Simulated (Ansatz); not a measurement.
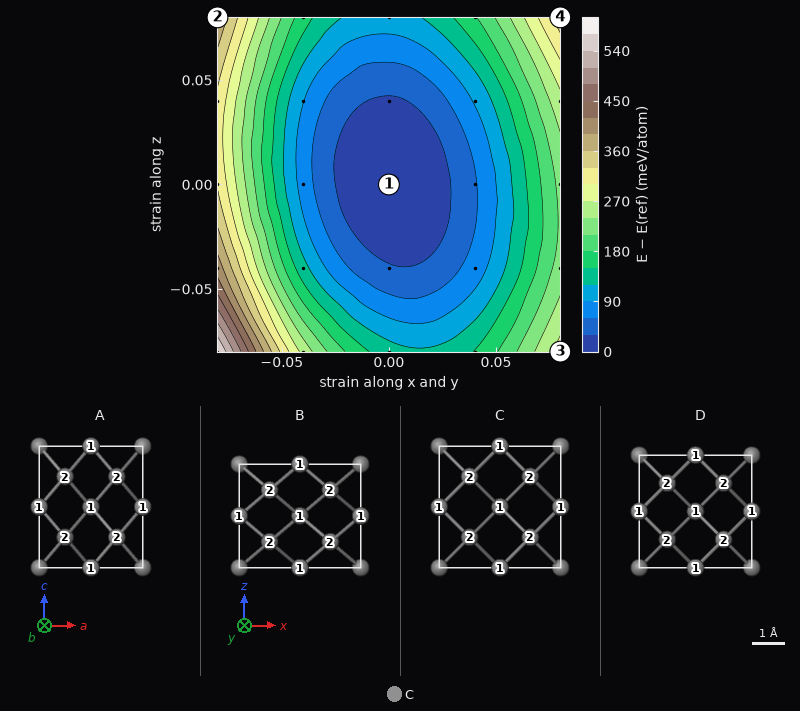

Energy scan for crystalline C (Fd-3m), in which the cell is strained equally along x and y and separately along z, with the atoms kept at their fractional coordinates. x, y and z are the Cartesian axes of the input. The map is interpolated between the computed points (dots). The frames are shuffled; each belongs to one numbered point. A ball-and-stick model of the conventional cell (4 times the calculation's cell), seen along the b axis. Lengths and directions refer to the drawn axes.

Level of theory: DFT PBE, scalar-relativistic, plane waves, PAW in Ansatz. Settings: plane-wave cutoff 420 eV; k-point mesh 12 × 12 × 12; occupations gaussian; smearing width 0.05 eV; no spin polarisation. Energies (free energies at the smearing named) are counted from the cell as listed in its source, which wasn't relaxed.

Which frame belongs to which numbered point?

Answer. Point 1 is frame D, at (0.000, 0.000) and 0 meV/atom; 2 is frame A, at (−0.080, 0.080) and 385 meV/atom; 3 is frame B, at (0.080, −0.080) and 282 meV/atom; 4 is frame C, at (0.080, 0.080) and 346 meV/atom. In pairs of (strain along x and y; strain along z): the lowest computed point lies at (0.000, 0.000) (0 meV/atom), the highest at (−0.080, −0.080) (572 meV/atom). The valley is tilted: raising the in-plane strain is made harder by raising the strain along z (cross term 0.16 of the geometric mean of the two curvatures). Over the ranges scanned the energy rises more along the first axis, the in-plane strain. The pressure runs from −63.8 GPa at (0.080, 0.080) to 174.2 GPa at (−0.080, −0.080).
